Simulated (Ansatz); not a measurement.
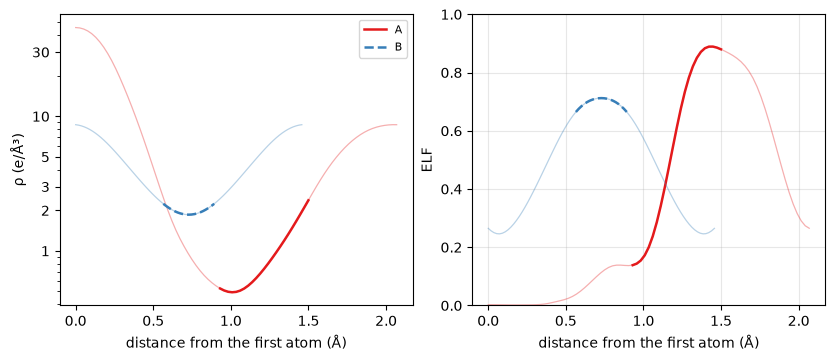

*ZnO2. Valence electron density and ELF along straight lines between neighbouring atoms. Thin, pale parts lie inside the atomic spheres.*

Space group Pa-3; a structure from a database of computed crystals, not necessarily the ambient phase; PAW files of the earlier set (soft_1).

All numbers below come from Ansatz 0.2.0, DFT LDA, scalar-relativistic, plane waves, PAW.

In a PAW calculation such maps are meaningful between the atoms, not at the nuclei.

The calculation's input:

```
crystal:
  lattice:
    - [4.80231178, 0.0, 0.0]
    - [0.0, 4.80231178, 0.0]
    - [0.0, 0.0, 4.80231178]
  atoms:
    - { symbol: Zn, position: [0.0, 0.5, 0.5] }
    - { symbol: Zn, position: [0.5, 0.5, 0.0] }
    - { symbol: Zn, position: [0.5, 0.0, 0.5] }
    - { symbol: Zn, position: [0.0, 0.0, 0.0] }
    - { symbol: O, position: [0.4124106084, 0.0875893916, 0.9124106084] }
    - { symbol: O, position: [0.0875893916, 0.9124106084, 0.4124106084] }
    - { symbol: O, position: [0.9124106084, 0.4124106084, 0.0875893916] }
    - { symbol: O, position: [0.5875893916, 0.5875893916, 0.5875893916] }
    - { symbol: O, position: [0.4124106084, 0.4124106084, 0.4124106084] }
    - { symbol: O, position: [0.0875893916, 0.5875893916, 0.9124106084] }
    - { symbol: O, position: [0.9124106084, 0.0875893916, 0.5875893916] }
    - { symbol: O, position: [0.5875893916, 0.9124106084, 0.0875893916] }
basis:
  ecutwfc: 520.0
kpoints:
  mp_grid: { grid: [6, 6, 6] }
hamiltonian:
  xc: lda
  pseudopotentials: { kind: paw, azcp: { folder: soft_1 } }
scf:
  occupations: { method: gaussian, width: 0.05 }
output:
  forces: true
  stress: true
  eigenvalues: true
  write_density: true
  write_potential: true
  elf: true
  volumetric_format: npy
```

Command:

```sh
ansatz run input.yaml --threads 4 --pin off --max-ram 8192MiB --backend cpu --events-out ev --progress --plain --runs-dir out
```

Below, planes, directions and counts refer to the conventional cell (a = 4.80 Å, b = 4.80 Å, c = 4.80 Å, α = 90.00°, β = 90.00°, γ = 90.00°).

**Which curve belongs to which contact (O–O and Zn–O)? The first atom named is at distance zero.**

Curve A: Zn–O (2.07 Å): ρ at the midpoint is about 0.5 e/Å³; the ELF peaks at about 0.90 in the valence shell of O, 0.6 Å from its nucleus, and is about 0.20 at the midpoint; no localised pair shows between them. Curve B: O–O (1.46 Å): the density is about 1.9 e/Å³ at the midpoint; the ELF peaks at about 0.70 between the atoms.
